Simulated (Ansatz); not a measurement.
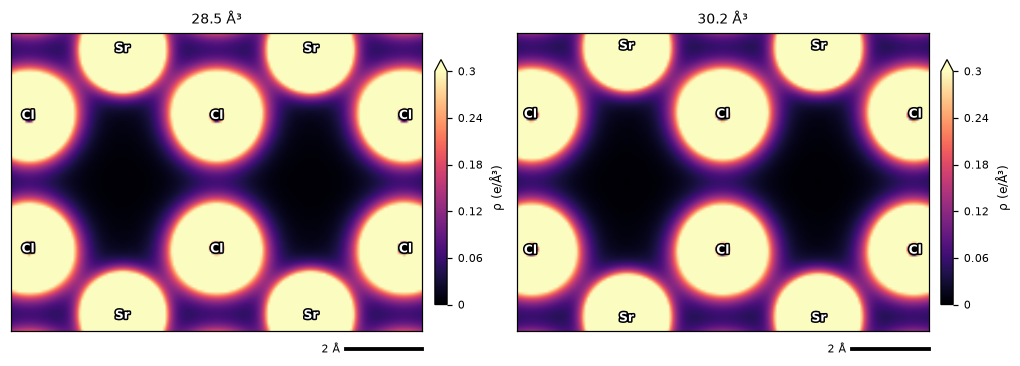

SrCl2. The valence pseudo-density of cells scaled evenly to different volumes (given per atom above each panel), on the (11̄0) plane of each (indices in the axes of the cell below), at one length scale and on one colour scale.

These are results of DFT r2SCAN, scalar-relativistic, plane waves, PAW (Ansatz), not measurements.

Core electrons are frozen (PAW), and the valence fields are smoothed inside the atomic spheres.

The largest cell:

```
Sr Cl
1.0
     0.00000    3.56605    3.56605
     3.56605    0.00000    3.56605
     3.56605    3.56605    0.00000
Sr Cl
1 2
Direct
  0.00000 0.00000 0.00000
  0.25000 0.25000 0.25000
  0.75000 0.75000 0.75000
```

| volume (Å³/atom) | Sr–Cl contact in the plane (Å) | ρ at its midpoint (e/Å³) | pressure (GPa) | gap on the mesh (eV) | 
| --- | --- | --- | --- | --- |
| 28.52 | 3.029 | 0.136 | 0.0 | 5.94 | 
| 29.38 | 3.059 | ? | ? | ? | 
| 30.23 | 3.088 | 0.121 | −1.9 | 5.72 | 

Question: What values belong in the row with question marks?

Answer: Over the known rows ln ρ falls by 1.98 per Å of Sr–Cl distance (the line through the two), which gives 0.128 e/Å³ at 3.059 Å; the calculation gives 0.128 e/Å³. For the pressure, a straight line in volume between the neighbouring rows gives −1.0 GPa; the calculation gives −1.0. For the gap on the mesh, a straight line in volume between the neighbouring rows gives 5.83 eV; the calculation gives 5.83.
